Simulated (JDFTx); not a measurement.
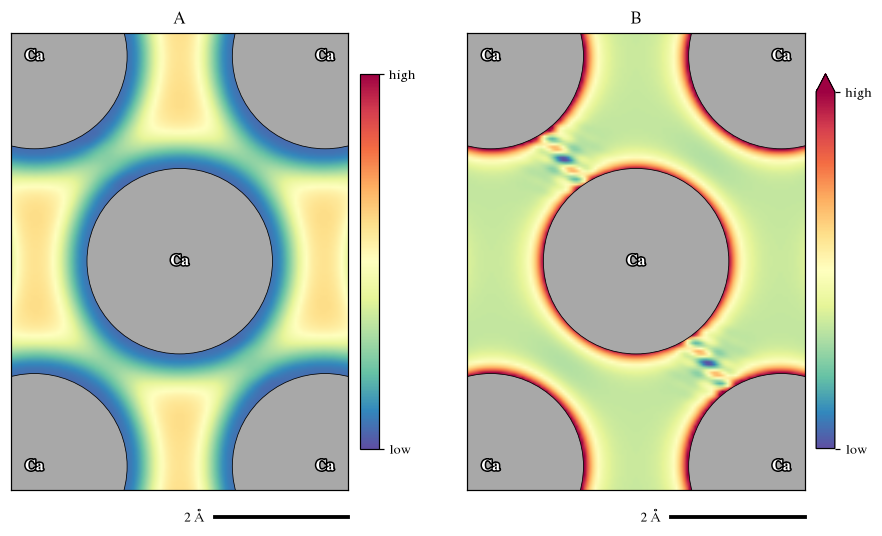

Ca: 2 fields on the (101̄) plane of the conventional cell, with unlabelled colour scales. Grey discs cover the atomic cores.

Space group I4/mmm; a structure from a database of computed crystals, not necessarily the ambient phase.

All numbers below come from Kohn-Sham DFT of a periodic cell, PBE, PseudoDojo-SR-PBE-0.5-standard in JDFTx.

The panels show electron localisation function and valence pseudo-density in some order. Assign them.

Panel A: electron localisation function. Panel B: valence pseudo-density. From the grid: Ca–Ca (3.76 Å): the density is about 0.05 e/Å³ at the midpoint; the ELF is about 0.25 at the midpoint: no shared electron pair shows on this line.
